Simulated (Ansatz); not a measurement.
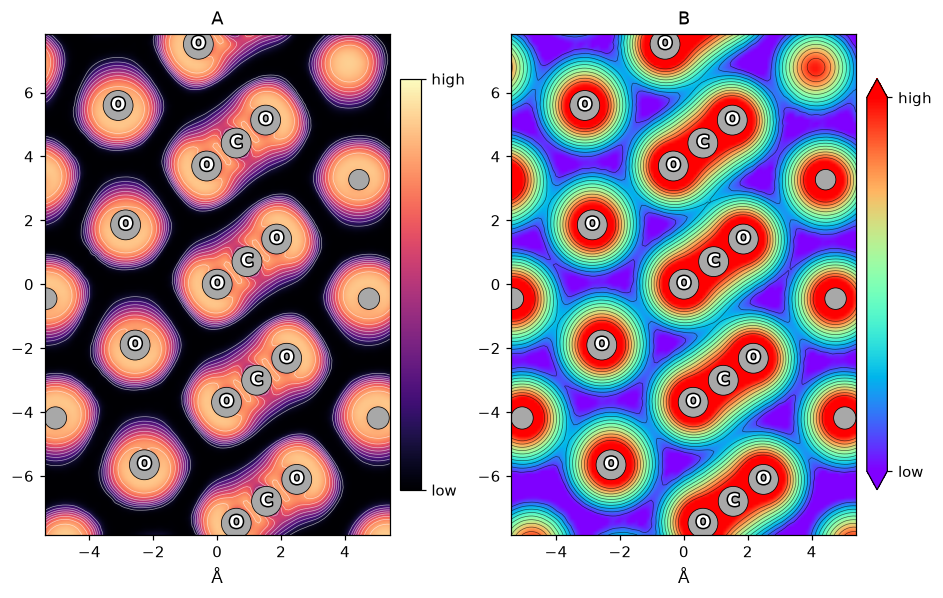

C₁₆O₃₁ (cell with a defect): 2 fields on the (101̄) plane of the calculation cell, with unlabelled colour scales. Grey discs cover the atomic cores.

These are results of DFT PBE+D3(BJ), scalar-relativistic, plane waves, PAW in Ansatz, not measurements.

Question: Which field does each panel show? The fields are: electron localisation function and valence pseudo-density.

Answer: Panel A: electron localisation function. Panel B: valence pseudo-density.
